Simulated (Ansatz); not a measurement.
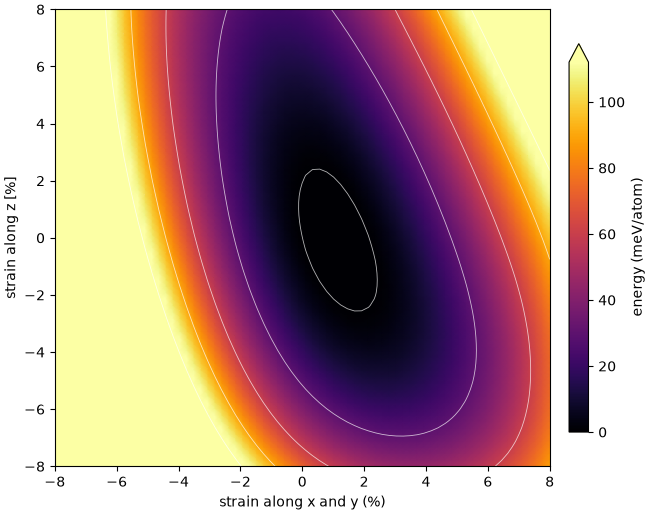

Energy landscape of Si (I4_1/amd, No. 141; 2 atoms in the cell). The cell is strained homogeneously, by one strain along x and y and another along z, with fractional coordinates fixed (x along [1 0 0], z along [0 0 1] of the conventional cell). First axis: strain along x and y. Second axis: strain along z. The grid has 5 × 5 points. Points are written as (first, second). All energies are given in meV/atom relative to the lowest grid point. The reference cell is the one listed in the database, not relaxed at this level. Level of theory: DFT r2SCAN, scalar-relativistic, plane waves, PAW (Ansatz 0.2.0). Settings: cutoff 500 eV, k-mesh 20×20×20, gaussian smearing 0.15 eV, no spin polarisation.

The picture shows a smooth colour map with a few white contour lines, one colour for all values above the top of the scale. Between grid points the surface is interpolated. 

Question: Where are the wells?

Answer: The lowest grid point is at (0 %, 0 %). No other kind of well shows on this grid. The highest grid point, (−8 %, −8 %), lies 482 meV/atom above the lowest. Round the minimum the valley is somewhat tilted: raising strain along x and y shifts the best value of strain along z downwards (coupling k₁₂/√(k₁₁k₂₂) about 0.5).
